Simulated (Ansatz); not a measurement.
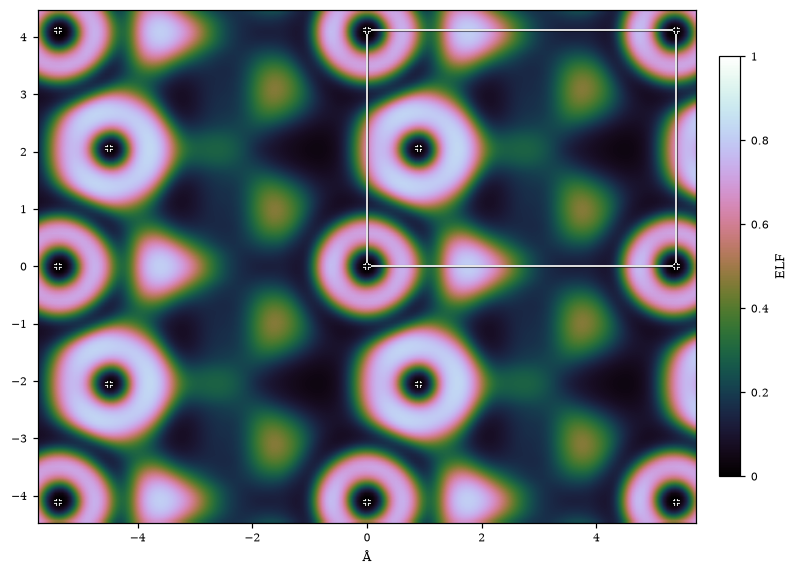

The ELF on a plane through atoms (crosses mark nuclei in the plane).

Theory: DFT PBEsol, scalar-relativistic, plane waves, PAW in Ansatz 0.2.0.

Candidates:
A. TaN, a = 2.88 Å, b = 2.94 Å, c = 5.39 Å, α = 90.00°, β = 90.00°, γ = 90.00°. Space group Amm2; changed on purpose from its base cell (strain +0.0600 x Voigt [0, 1, 0, 0, 0, 0], atoms carried along); computed pressure about −21 GPa in this cell.
B. W, a = 2.83 Å, b = 2.83 Å, c = 4.06 Å, α = 90.00°, β = 90.00°, γ = 90.00°. Space group I4/mmm; changed on purpose from its base cell (strain -0.015 along x and y, +0.000 along z, atoms carried along); computed pressure about −5 GPa in this cell.

Q: Which system is this?

A: Candidate A: TaN on the (11̄0) plane of the conventional cell, which holds Ta and N. Ta–N (2.25 Å): the ELF peaks at about 0.80 in the valence shell of N, 0.7 Å from its nucleus, and is about 0.20 at the midpoint; no localised pair shows between them.
